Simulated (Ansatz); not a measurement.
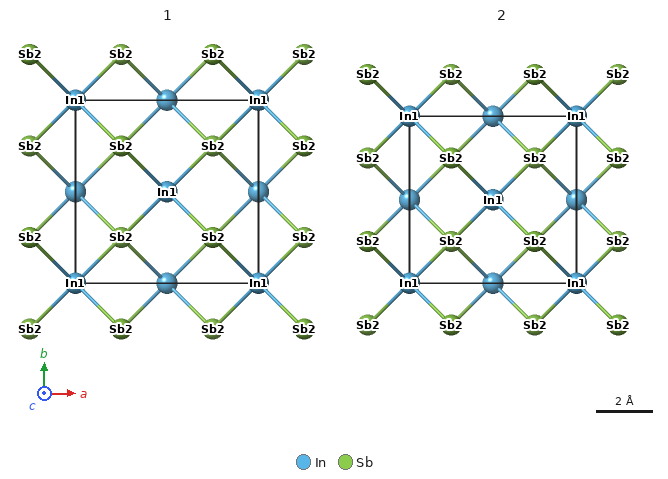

Two geometries of solid InSb (a generated structure, set up in F-43m) (coarse preliminary run), drawn at one scale. One is the start of a relaxation, the other its converged end. Style: ball-and-stick. Shown: the conventional cell (4 times the calculation's cell), along the c axis. Lengths and directions refer to the drawn axes.

Method: Ansatz 0.2.0, DFT PBE, scalar-relativistic, plane waves, PAW. Set-up: plane-wave cutoff 420 eV; k-point mesh 6 × 6 × 6; occupations gaussian; smearing width 0.1 eV; no spin polarisation; cell and atoms relaxed; force threshold 0.05 eV/Å; at most 60 steps.

Question: Which geometry has the lower energy?

Answer: Structure 1 is the relaxed one. Case: N → Sb on all its sites, cell and atoms relaxed. Over 3 accepted moves (4 points after the start) the energy falls by 390 meV per atom. All forces vanish by symmetry, so only the cell relaxes. The pressure goes from 18.77 to −0.20 GPa. At 1 point the geometry stayed and the basis and grid were re-selected for the new cell (energy shift of 3.4 meV per atom at most each time). No atom moves by more than 0.005 Å relative to the cell. Cell: a = b = c 6.069 → 6.651 Å (+9.6 %). Volume +31.6 %. Near-neighbour distances that change, for instance: In1–Sb2 2.628 → 2.880 Å. The space group stays F-43m (No. 216). The run took 8.5 s on 1 thread of INTEL(R) XEON(R) PLATINUM 8581C CPU @ 2.30GHz (Emerald Rapids), with other jobs on the host, peak memory 0.39 GiB.
